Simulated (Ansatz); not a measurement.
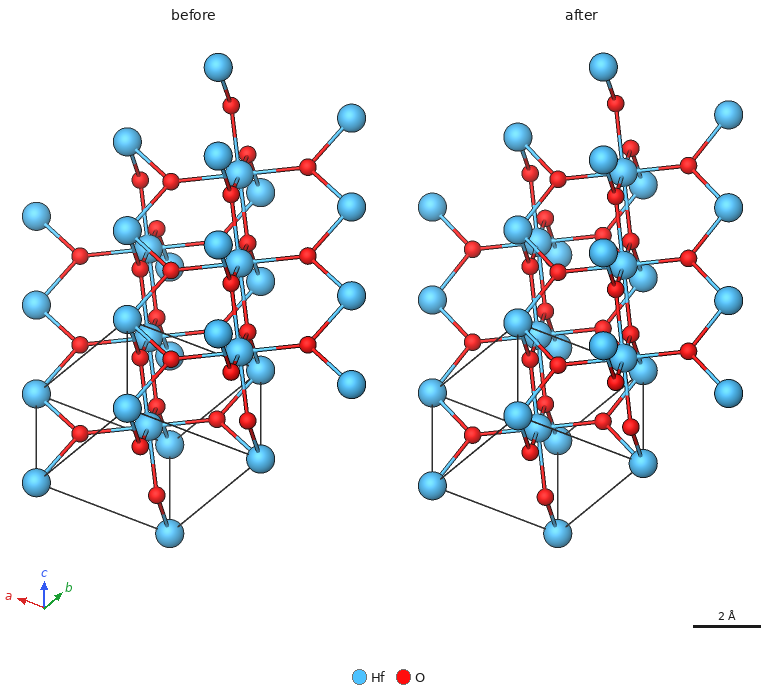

Left: a crystal of HfO2 (set up in P4_2/mnm). Right: the same structure after one change, at the same scale. A ball-and-stick model of the cell of the calculation, repeated 1 × 2 × 3 with one cell outlined, seen from a free direction.

Theory: Ansatz, DFT PBE, scalar-relativistic, plane waves, PAW. (plane-wave cutoff 420 eV; k-point mesh 6 × 6 × 8; occupations gaussian; smearing width 0.02 eV; no spin polarisation)

Question: Which change leads from the left to the right?

Answer: Biaxial strain in the a–b plane, −6.0 %, is applied. The c axis and the atoms are relaxed.

Question: What does the change do?

Answer: The drawn cell changes as follows: a = b 4.880 → 4.588 Å (−6.0 %), c 3.238 → 3.387 Å (+4.6 %); the volume changes by −7.6 %. The largest moves relative to the cell, 0.027 Å, are those of O atoms. Hf stays in place. Near-neighbour distances before and after: Hf–O 2.105 → 2.007 to 2.097 Å. The space group stays P4_2/mnm (No. 136). Energy change: +110 meV per atom. Pressure: 0.0 GPa before, 16.1 GPa after. The principal stresses (compression positive) are 0.0 GPa along c and 24.1 GPa across it. The gap on the k-mesh goes from 3.90 to 3.92 eV.
